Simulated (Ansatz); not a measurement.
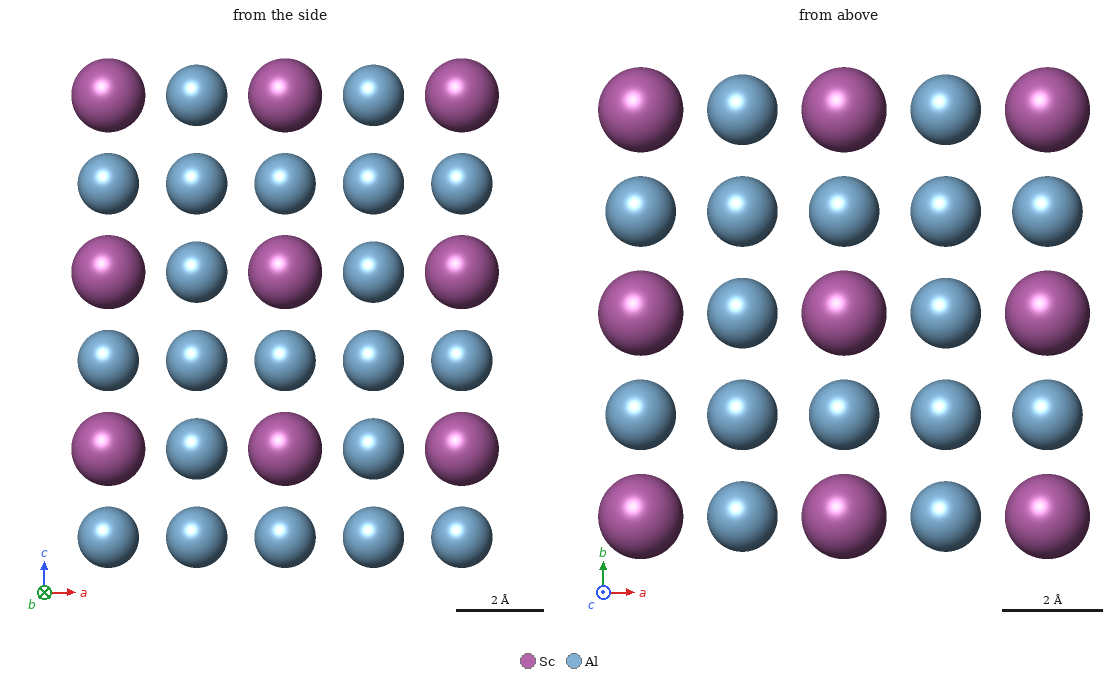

A spheres-only picture of a periodic slab, seen from the side and from above. The surface normal points up in side views; the vacuum is left out. 2×2 cells are drawn in the plane, with atoms at the edges repeated.

The cell holds 3 Sc, 9 Al.

How is each face terminated?

Answer. The top face ends in Al and Sc, the bottom face in Al. The faces differ, so the slab can carry a dipole.

How far apart are the outermost atoms along the normal?

Answer. About 10 Å from the lowest to the highest atom.

Give the sequence of planes from the top.

Answer. Six planes: ScAl / Al / ScAl / Al / ScAl / Al.

Provenance: a structure listed in the Materials Project. The cell was then strained or its atoms displaced on purpose. A calculation with Ansatz used it as input.
